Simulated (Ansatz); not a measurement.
Band-structure calculation of HfS$_{2}$ (part 2 of 2)

The same run, continued: HfS$_{2}$ (3 atoms in the cell); DFT, r2SCAN with spin-orbit coupling, plane waves, PAW (Ansatz 0.2.0); cutoff 500 eV, 12×12×4 k-mesh, Fermi–Dirac smearing of 0.02 eV. The structure was built on a prototype by a generator. The geometry comes from this level: r2scan-rvv10 (a point of a series of strains). It belongs to a series of runs on one base structure; here: uniaxial_z strain -3.0%.

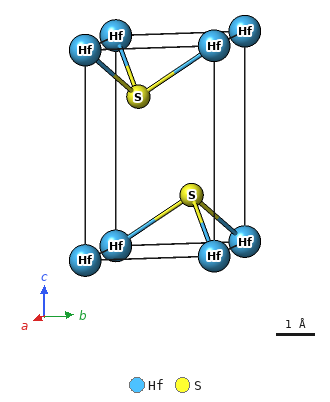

Figure 1. The structure as given in the input (ball-and-stick view of the cell of the calculation, seen slightly off an axis). An atom can appear more than once, as a periodic image.

## File rho_z.tsv, continued
```
4.561606	4.008552e-1	0.000000e0	0.000000e0	0.000000e0	0.000000e0
4.688317	4.153574e-1	0.000000e0	0.000000e0	0.000000e0	0.000000e0
4.815028	4.417012e-1	0.000000e0	0.000000e0	0.000000e0	0.000000e0
4.941740	5.142526e-1	0.000000e0	0.000000e0	0.000000e0	0.000000e0
5.068451	6.820829e-1	0.000000e0	0.000000e0	0.000000e0	0.000000e0
5.195162	9.842785e-1	0.000000e0	0.000000e0	0.000000e0	0.000000e0
5.321874	1.412630e0	0.000000e0	0.000000e0	0.000000e0	0.000000e0
5.448585	1.885274e0	0.000000e0	0.000000e0	0.000000e0	0.000000e0
5.575296	2.261819e0	0.000000e0	0.000000e0	0.000000e0	0.000000e0
```

## File v_z.tsv
```
# z_ang	v_es[eV]	v_tot[eV]	b_x[eV]	b_y[eV]	b_z[eV]
# format = ansatz-planar-average/11
# xc	r2scan
# density_cutoff_ev	2000
# datasets	Hf=:simpson_from_first_knot:soft:shift=0	S=:simpson_from_first_knot:soft:shift=0
# lattice	3.630295958	-0.000000000	0.000000000
# lattice	-1.815147979	3.143928523	0.000000000
# lattice	0.000000000	0.000000000	5.702007406
# sites	3
# site	72	0.000000000	0.000000000	0.000000000
# site	16	0.000000000	2.095952349	1.431704655
# site	16	1.815147979	1.047976174	4.270302751
0.000000	-6.210673e-1	-1.431329e1	0.000000e0	0.000000e0	0.000000e0
0.126711	-4.906461e-1	-1.409240e1	0.000000e0	0.000000e0	0.000000e0
0.253423	-8.795501e-2	-1.344586e1	0.000000e0	0.000000e0	0.000000e0
0.380134	6.015128e-1	-1.245506e1	0.000000e0	0.000000e0	0.000000e0
0.506845	1.531319e0	-1.119239e1	0.000000e0	0.000000e0	0.000000e0
0.633556	2.444789e0	-9.974572e0	0.000000e0	0.000000e0	0.000000e0
0.760268	3.020872e0	-9.111639e0	0.000000e0	0.000000e0	0.000000e0
0.886979	3.225801e0	-8.677068e0	0.000000e0	0.000000e0	0.000000e0
1.013690	3.283656e0	-8.560939e0	0.000000e0	0.000000e0	0.000000e0
1.140401	3.452527e0	-8.460846e0	0.000000e0	0.000000e0	0.000000e0
1.267113	3.797464e0	-8.203478e0	0.000000e0	0.000000e0	0.000000e0
1.393824	4.254317e0	-7.660958e0	0.000000e0	0.000000e0	0.000000e0
1.520535	4.808399e0	-6.841277e0	0.000000e0	0.000000e0	0.000000e0
1.647247	5.515951e0	-5.679017e0	0.000000e0	0.000000e0	0.000000e0
1.773958	6.510712e0	-4.121291e0	0.000000e0	0.000000e0	0.000000e0
1.900669	7.930366e0	-2.099513e0	0.000000e0	0.000000e0	0.000000e0
2.027380	9.717348e0	4.019013e-1	0.000000e0	0.000000e0	0.000000e0
2.154092	1.152025e1	2.970569e0	0.000000e0	0.000000e0	0.000000e0
2.280803	1.294557e1	5.152437e0	0.000000e0	0.000000e0	0.000000e0
2.407514	1.386841e1	6.796142e0	0.000000e0	0.000000e0	0.000000e0
2.534226	1.443372e1	8.007195e0	0.000000e0	0.000000e0	0.000000e0
2.660937	1.476849e1	8.885134e0	0.000000e0	0.000000e0	0.000000e0
2.787648	1.492325e1	9.470551e0	0.000000e0	0.000000e0	0.000000e0
2.914359	1.492325e1	9.470551e0	0.000000e0	0.000000e0	0.000000e0
3.041071	1.476849e1	8.885134e0	0.000000e0	0.000000e0	0.000000e0
3.167782	1.443372e1	8.007195e0	0.000000e0	0.000000e0	0.000000e0
3.294493	1.386841e1	6.796142e0	0.000000e0	0.000000e0	0.000000e0
3.421204	1.294557e1	5.152437e0	0.000000e0	0.000000e0	0.000000e0
3.547916	1.152025e1	2.970569e0	0.000000e0	0.000000e0	0.000000e0
3.674627	9.717348e0	4.019013e-1	0.000000e0	0.000000e0	0.000000e0
3.801338	7.930366e0	-2.099513e0	0.000000e0	0.000000e0	0.000000e0
3.928050	6.510712e0	-4.121291e0	0.000000e0	0.000000e0	0.000000e0
4.054761	5.515951e0	-5.679017e0	0.000000e0	0.000000e0	0.000000e0
4.181472	4.808399e0	-6.841277e0	0.000000e0	0.000000e0	0.000000e0
4.308183	4.254317e0	-7.660958e0	0.000000e0	0.000000e0	0.000000e0
4.434895	3.797464e0	-8.203478e0	0.000000e0	0.000000e0	0.000000e0
4.561606	3.452527e0	-8.460846e0	0.000000e0	0.000000e0	0.000000e0
4.688317	3.283656e0	-8.560939e0	0.000000e0	0.000000e0	0.000000e0
4.815028	3.225801e0	-8.677068e0	0.000000e0	0.000000e0	0.000000e0
4.941740	3.020872e0	-9.111639e0	0.000000e0	0.000000e0	0.000000e0
5.068451	2.444789e0	-9.974572e0	0.000000e0	0.000000e0	0.000000e0
5.195162	1.531319e0	-1.119239e1	0.000000e0	0.000000e0	0.000000e0
5.321874	6.015128e-1	-1.245506e1	0.000000e0	0.000000e0	0.000000e0
5.448585	-8.795501e-2	-1.344586e1	0.000000e0	0.000000e0	0.000000e0
5.575296	-4.906461e-1	-1.409240e1	0.000000e0	0.000000e0	0.000000e0
```

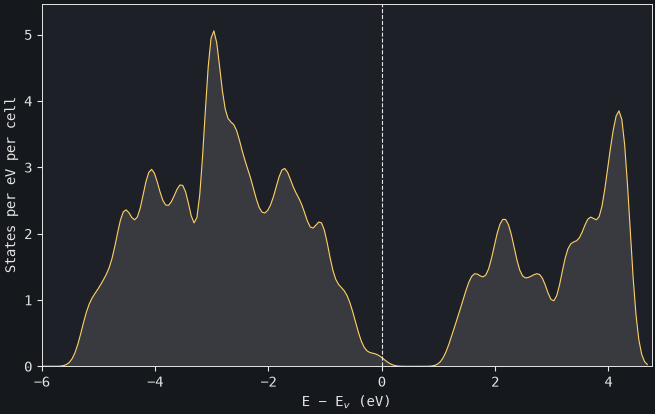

Figure 2. Density of states (the curve is built from the levels of the k mesh with Gaussians 0.3 eV wide, which also blur the band edges), with energies from the valence-band top. There is a gap of 1.18 eV on the k-point mesh. Small ripples come from the finite k-point mesh.

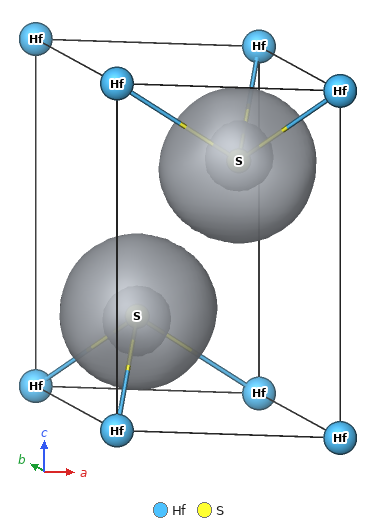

Figure 3. Isosurface of the ELF at 0.7 (grey), seen slightly off an axis. Core shells and regions of very low density are left out. Sticks mark near contacts. The outline is the cell set on symmetry axes. Values along the shortest contacts: Hf–S (2.54 Å): the ELF is about 0.40 at the midpoint. The fields are those of the smooth PAW valence density.

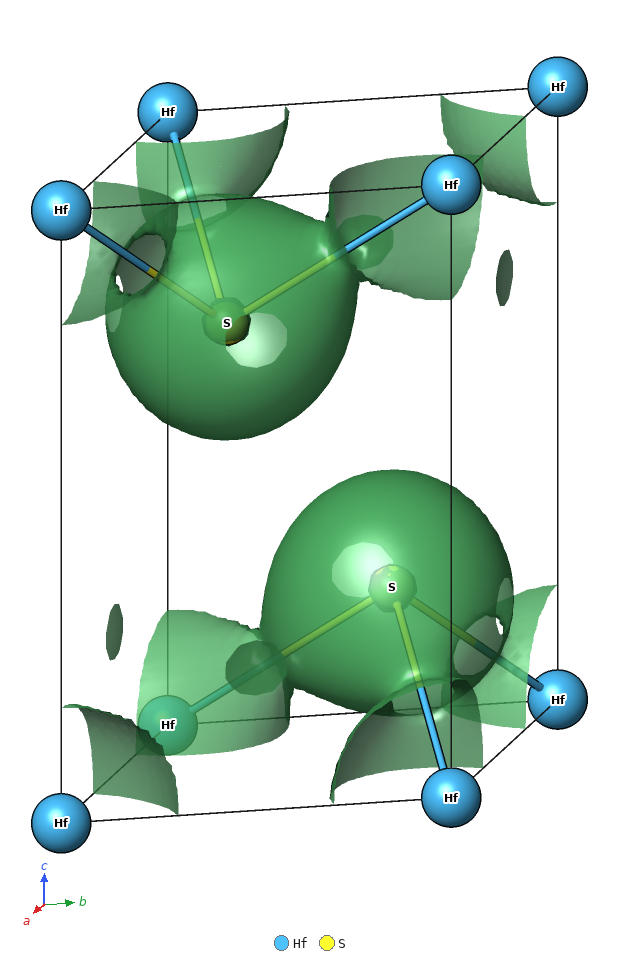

Figure 4. Isosurface of the valence pseudo-density at 0.4 e/Å³ (green), seen slightly off an axis. Sticks mark near contacts. The outline is the cell set on symmetry axes. At this value the density is joined into sheets; it holds about 85 % of the electrons treated as valence (semicore included). On the grid the lowest density along these lines, outside the cores, is 0.47 e/Å³ (Hf–S, 2.54 Å).

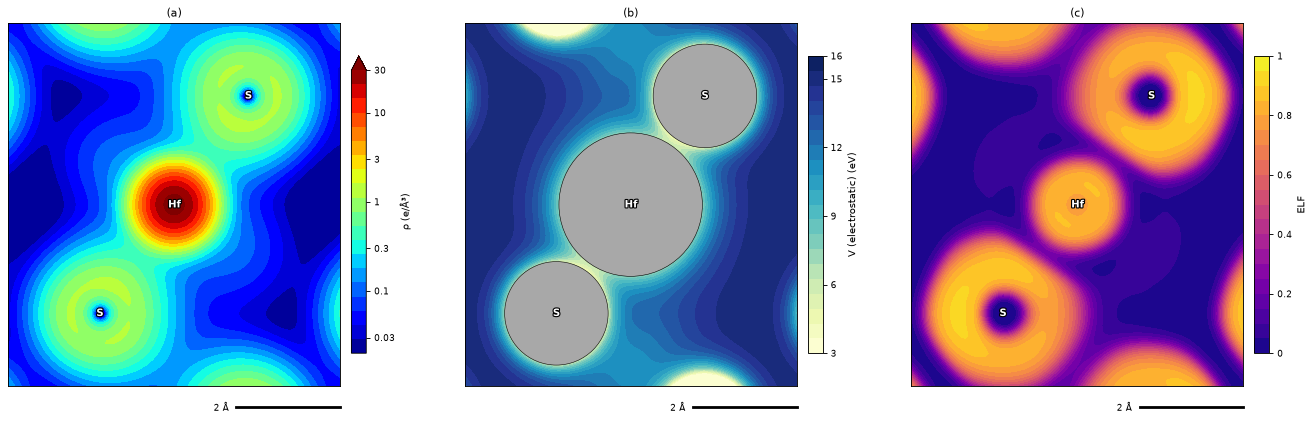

Figure 5. (a) valence electron density; (b) electrostatic potential (local pseudopotential plus Hartree) felt by an electron; (c) electron localisation function on the (110) plane of the conventional cell. Grey discs, where drawn, cover atomic cores. Atoms in the plane: Hf and S. Hf–S (2.54 Å): the density is about 0.47 e/Å³ at the midpoint; the ELF is about 0.40 at the midpoint. Away from the nuclei the density in this plane falls to 0.01 e/Å³ at its lowest. The strong features right at Hf lie inside the PAW spheres (semicore, d or f shells) and say nothing about bonding. Outside the cores the potential energy rises away from the atoms and is highest about 2.1 Å from the nearest atoms; outside the discs it spans about 11 eV, and its zero is arbitrary.

The run was set up as follows.

## Input
```yaml
crystal:
  lattice:
    - [3.6302959585, 0.0, 0.0]
    - [-1.8151479792, 3.1439285233, 0.0]
    - [0.0, 0.0, 5.7020074061]
  atoms:
    - { symbol: Hf, position: [0.0, 0.0, 0.0] }
    - { symbol: S, position: [0.3333333333, 0.6666666667, 0.251087828] }
    - { symbol: S, position: [0.6666666667, 0.3333333333, 0.748912172] }
kpoints:
  mp_grid: { grid: [12, 12, 4] }
  band_path:
    path:
      - [0.0, 0.0, 0.0]
      - [0.5, 0.0, 0.0]
      - [0.3333333333, 0.3333333333, 0.0]
      - [0.0, 0.0, 0.5]
      - [0.5, 0.0, 0.5]
      - [0.3333333333, 0.3333333333, 0.5]
      - [0.0, 0.25, 0.25]
      - [0.0, 0.5, 0.5]
    npoints: 1
hamiltonian:
  xc: r2scan
scf:
  occupations: { method: fermi_dirac, width: 0.02 }
  n_extra_bands: 8
magnetization:
  noncollinear: true
  spin_orbit: true
output:
  forces: true
  stress: true
  eigenvalues: true
  write_density: true
  write_potential: true
  elf: true
  volumetric_format: npy
```

## Results in brief

```json
{"quantity": "outcome", "value": "converged"}
{"quantity": "space group (tolerance 0.01 Å)", "value": "P-3m1 (164)"}
{"quantity": "electrons treated", "value": "38"}
{"quantity": "free energy", "value": "−17523.9464 eV"}
{"quantity": "Fermi energy", "value": "10.086 eV"}
{"quantity": "gap on the k-point mesh", "value": "1.18 eV"}
{"quantity": "net moment of the cell", "value": "0.00 μB"}
{"quantity": "integrated absolute moment", "value": "0.00 μB"}
{"quantity": "pressure", "value": "1.57 GPa"}
{"quantity": "largest force (length of the vector)", "value": "0.052 eV/Å"}
{"quantity": "hardware", "value": "1 × NVIDIA H100 80GB HBM3, 2 threads of AMD EPYC (Zen 3), 144 GiB of memory available, shared host"}
{"quantity": "wall time", "value": "20 s (CPU time 33 s)"}
{"quantity": "peak memory", "value": "1.6 GiB"}
```
